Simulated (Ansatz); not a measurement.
## Single-point calculation, with input and output: C (part 2 of 2)

C (slab, 24 atoms in the cell); DFT PBEsol, scalar-relativistic, plane waves, PAW, no spin polarisation (Ansatz 0.2.0); cutoff 420 eV, 14×5×1 k-mesh, Gaussian smearing of 0.1 eV. The structure derives from a Materials Project entry. It belongs to a series of runs on one base structure; here: (1 1 1) slab cut from the bulk.

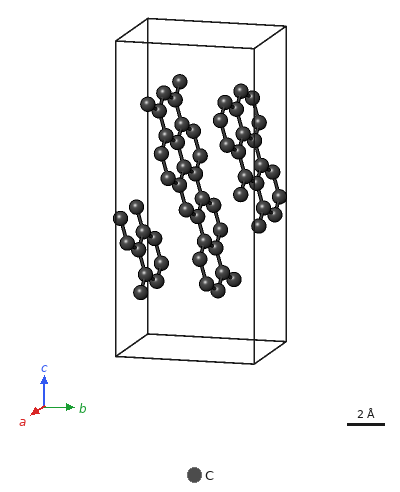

*The structure (ball-and-stick view of the 2 × 1 repeat of the cell, with the vacuum cut short, seen slightly off an axis). An atom can appear more than once, as a periodic image.*

## Output, continued
```
  k-point 0: bands = ["-20.1389", "-19.9943", "-19.6121", "-19.4841", "-18.7950", "-18.6904", "-17.7097", "-17.6318", "-16.3889", "-16.3375", "-15.1304", "-15.1086", "-12.7250", "-12.7239", "-10.7803", "-10.7696", "-8.7739", "-8.6646", "-8.6497", "-8.1196", "-7.5651", "-7.1373", "-7.0348", "-6.9532", "-6.9531", "-6.5183", "-6.5088", "-6.4534", "-6.4533", "-6.2268", "-5.8911", "-5.7190", "-5.7189", "-5.1951", "-4.8638", "-4.8636", "-4.6207", "-4.6129", "-4.5313", "-4.0995", "-4.0995", "-4.0733", "-3.7398", "-3.7398", "-3.4541", "-3.2850", "-0.8314", "-0.7875", "-0.6348", "-0.5914", "1.6977", "1.7010", "3.0654", "3.3996", "3.4037", "3.8707", "4.9610", "5.2623", "5.3249", "5.5902", "5.6425", "6.5967", "6.6233", "6.7938", "6.8363", "6.8393", "7.1199", "7.1670", "7.4068", "7.4602", "7.5258", "7.6207"]
  k-point 1: bands = ["-20.1256", "-20.0088", "-19.6002", "-19.4967", "-18.7851", "-18.7005", "-17.7022", "-17.6392", "-16.3838", "-16.3422", "-15.1281", "-15.1105", "-12.7247", "-12.7238", "-10.7792", "-10.7705", "-8.6818", "-8.6611", "-8.6511", "-8.0321", "-7.7126", "-7.1589", "-7.0584", "-6.9533", "-6.9532", "-6.5181", "-6.5107", "-6.4534", "-6.4533", "-6.3198", "-5.8245", "-5.7189", "-5.7188", "-5.2574", "-4.8637", "-4.8635", "-4.6227", "-4.6139", "-4.4795", "-4.1067", "-4.0995", "-4.0993", "-3.7396", "-3.7394", "-3.4277", "-3.2874", "-0.8107", "-0.7670", "-0.6522", "-0.6094", "1.7212", "1.7219", "3.3406", "3.4174", "3.4187", "4.1358", "5.1393", "5.2703", "5.4183", "5.6752", "5.7915", "6.5563", "6.5950", "6.7332", "6.7747", "6.8380", "6.8414", "7.1092", "7.1622", "7.1911", "7.3614", "7.5060"]
  k-point 2: bands = ["-20.0905", "-20.0458", "-19.5688", "-19.5293", "-18.7592", "-18.7269", "-17.6826", "-17.6585", "-16.3707", "-16.3547", "-15.1223", "-15.1156", "-12.7240", "-12.7237", "-10.7762", "-10.7729", "-8.6594", "-8.6547", "-8.4182", "-8.0549", "-7.7898", "-7.4591", "-6.9534", "-6.9534", "-6.8443", "-6.5676", "-6.5157", "-6.5069", "-6.4534", "-6.4533", "-5.7190", "-5.7189", "-5.6483", "-5.4296", "-4.8636", "-4.8636", "-4.6208", "-4.6168", "-4.3530", "-4.2085", "-4.0994", "-4.0993", "-3.7394", "-3.7394", "-3.3664", "-3.3107", "-0.7590", "-0.7160", "-0.6987", "-0.6564", "1.7575", "1.7587", "3.4489", "3.4509", "4.1270", "4.8626", "5.2899", "5.3154", "5.3451", "5.7600", "5.9334", "5.9912", "6.2398", "6.3552", "6.5524", "6.8266", "6.8331", "6.8903", "7.0062", "7.0325", "7.1376", "7.1936"]
  k-point 35: bands = ["-15.8171", "-15.7949", "-15.7477", "-15.7246", "-15.3600", "-15.3375", "-15.2989", "-15.2747", "-14.9222", "-14.8679", "-13.9857", "-13.9398", "-13.3333", "-13.3224", "-13.2970", "-13.2861", "-12.2210", "-12.2063", "-12.1990", "-12.1813", "-11.3396", "-11.3311", "-11.2890", "-11.2799", "-8.9842", "-8.9829", "-8.8382", "-8.8345", "-7.9508", "-7.9465", "-7.6635", "-7.6547", "-7.3149", "-7.3066", "-3.7482", "-3.6008", "-3.4660", "-3.2778", "-3.2136", "-3.1120", "-3.0517", "-2.9482", "-2.7543", "-2.6522", "-1.1329", "-1.1197", "-1.0736", "-1.0602", "-0.2461", "-0.2005", "0.2869", "0.3046", "0.9205", "1.2629", "1.3476", "1.6763", "1.7190", "1.8450", "1.9605", "2.1203", "2.1241", "2.2055", "7.2276", "7.3095", "7.5477", "7.6261", "8.5490", "8.6108", "8.7462", "9.1328", "9.4127", "9.5582"]
```

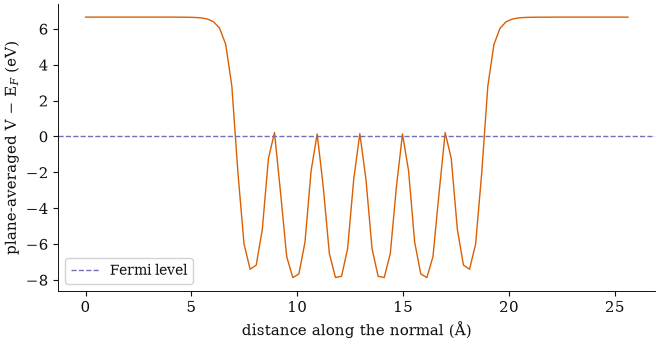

*Plane average of the electrostatic potential energy of an electron across the cell, from the Fermi level.*

The vacuum level lies 6.65 eV above the Fermi level.

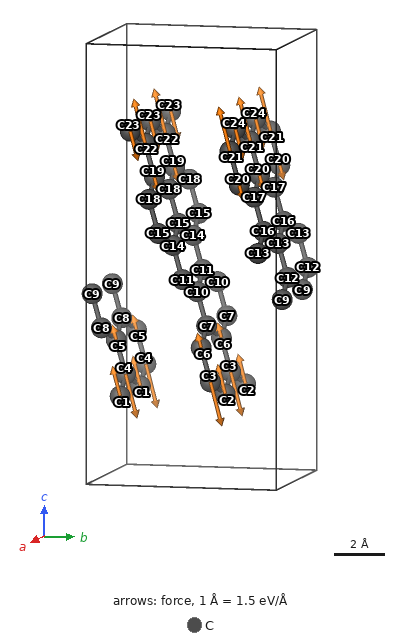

*Forces on the atoms as orange arrows (ball-and-stick view of the 2 × 1 repeat of the cell, with the vacuum cut short, seen slightly off an axis; atoms are numbered from 1 in the order of the input); the smallest are left out.*

The largest act on C3, C4, C21, C22 (2.79 eV/Å); C1, C2, C23, C24 (1.89 eV/Å); C5, C6, C19, C20 (0.97 eV/Å). The geometry is not a stationary point of this energy.

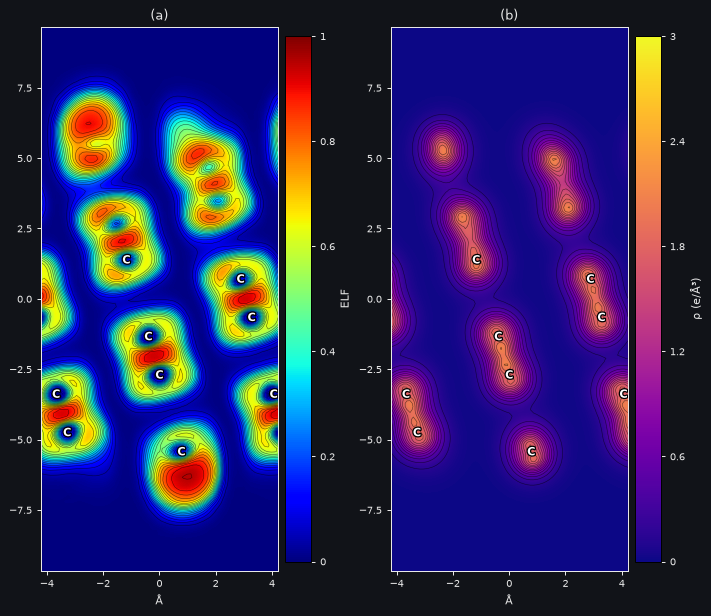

*(a) electron localisation function; (b) valence charge density (pseudo) on the (100) plane of the calculation cell, a cut from vacuum to vacuum.*

The section cuts through C sites. The density dies away to nearly zero in the vacuum. The fields are those of the smooth PAW valence density.

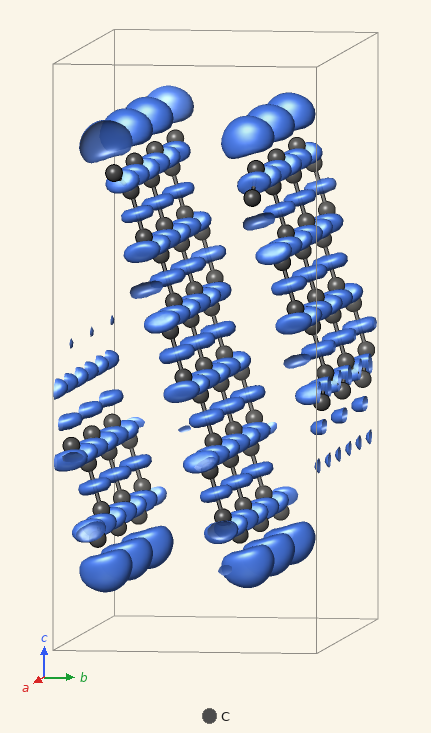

*Isosurface of the ELF at 0.85 (blue), seen slightly off an axis. Core shells and regions of very low density are left out. Sticks mark near contacts.*

Values along the shortest contacts:

The run was set up as follows.

## The input
```yaml
crystal:
  lattice:
    - [2.4587444254, 0.0, 0.0]
    - [-1.2289376231, 7.6288960467, 0.0]
    - [0.0, 0.0, 25.9064941272]
  atoms:
    - { symbol: C, position: [0.6978024571, 0.1460681947, 0.2895027001] }
    - { symbol: C, position: [0.1978373504, 0.646138006, 0.2895086763] }
    - { symbol: C, position: [0.6848237541, 0.6201621047, 0.3158218804] }
    - { symbol: C, position: [0.1847888608, 0.1200922935, 0.3158159042] }
    - { symbol: C, position: [0.1586778608, 0.0681449612, 0.368437784] }
    - { symbol: C, position: [0.6587127541, 0.5682147725, 0.3684437602] }
    - { symbol: C, position: [0.1456991578, 0.5422388712, 0.3947569643] }
    - { symbol: C, position: [0.6456642645, 0.0421690599, 0.3947509881] }
    - { symbol: C, position: [0.6195532646, 0.9902217277, 0.4473728679] }
    - { symbol: C, position: [0.1195881579, 0.490291539, 0.4473788441] }
    - { symbol: C, position: [0.6065745615, 0.4643156377, 0.4736920482] }
    - { symbol: C, position: [0.1065396682, 0.9642458264, 0.473686072] }
    - { symbol: C, position: [0.0804286683, 0.9122984942, 0.5263079518] }
    - { symbol: C, position: [0.5804635616, 0.4123683054, 0.526313928] }
    - { symbol: C, position: [0.0674499652, 0.3863924042, 0.5526271321] }
    - { symbol: C, position: [0.567415072, 0.8863225929, 0.5526211559] }
    - { symbol: C, position: [0.541304072, 0.8343752607, 0.6052430357] }
    - { symbol: C, position: [0.0413389653, 0.3344450719, 0.6052490119] }
    - { symbol: C, position: [0.528325369, 0.3084691707, 0.631562216] }
    - { symbol: C, position: [0.0282904757, 0.8083993594, 0.6315562398] }
    - { symbol: C, position: [0.0021794757, 0.7564520271, 0.6841781196] }
    - { symbol: C, position: [0.502214369, 0.2565218384, 0.6841840958] }
    - { symbol: C, position: [0.9892007727, 0.2305459371, 0.7104972999] }
    - { symbol: C, position: [0.4891658794, 0.7304761259, 0.7104913237] }
basis:
  ecutwfc: 420
kpoints:
  mp_grid: { grid: [14, 5, 1] }
hamiltonian:
  xc: pbesol
scf:
  occupations: { method: gaussian, width: 0.1 }
output:
  forces: true
  stress: true
  eigenvalues: true
  write_density: true
  write_potential: true
  elf: true
  volumetric_format: npy
efield:
  axis: 3
  dipole_correction: true
  ramp_width: 0.04
```

Launched with:
```bash
ansatz run input.yaml --threads 2 --pin off --max-ram 5120MiB --backend cpu --events-out ev --progress --plain --runs-dir out
```

## Results in brief

| quantity | value |
| --- | --- |
| outcome | converged |
| electrons treated | 96 |
| free energy | −5906.5191 eV |
| work function, top face | 6.65 eV |
| work function, bottom face | 6.65 eV |
| Fermi energy | −0.766 eV |
| gap on the k-point mesh | none (metallic) |
| work function (upper face) | 6.65 eV |
| largest force (length of the vector) | 2.792 eV/Å |
| hardware | 2 threads of Intel Xeon @ 2.50GHz (Skylake/Cascade Lake), 189 GiB of memory available, shared host |
| wall time | 3.1 min (CPU time 6.1 min) |
| peak memory | 1.3 GiB |

Warnings of the run: the exchange-correlation potential is rough where the density is thin.
